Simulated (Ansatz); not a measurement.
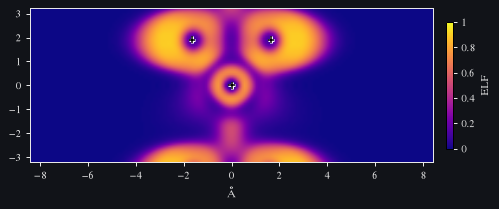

The electron localisation function on a plane through atoms (crosses mark nuclei in the plane).

The calculation used Ansatz 0.2.0, DFT r2SCAN, scalar-relativistic, plane waves, PAW.

Candidates:
A. Pb, a = 3.44 Å, b = 3.44 Å, c = 5.68 Å, α = 90.00°, β = 90.00°, γ = 120.00°. Space group P6₃/mmc; changed on purpose from its base cell (volume × 0.94, shape and atoms relaxed); computed pressure about 3 GPa in this cell.
B. WSe$_{2}$, a = 3.31 Å, b = 3.31 Å, c = 16.16 Å, α = 90.00°, β = 90.00°, γ = 120.00°. Space group P-6m2; a structure from a database of computed crystals, not necessarily the ambient phase; changed on purpose from its base cell (volume × 0.97, shape and atoms relaxed).

### Which system is this?

Candidate B: WSe$_{2}$ on the (110) plane of the conventional cell, which holds W and Se. W–Se (2.53 Å): the ELF is about 0.55 at the midpoint.
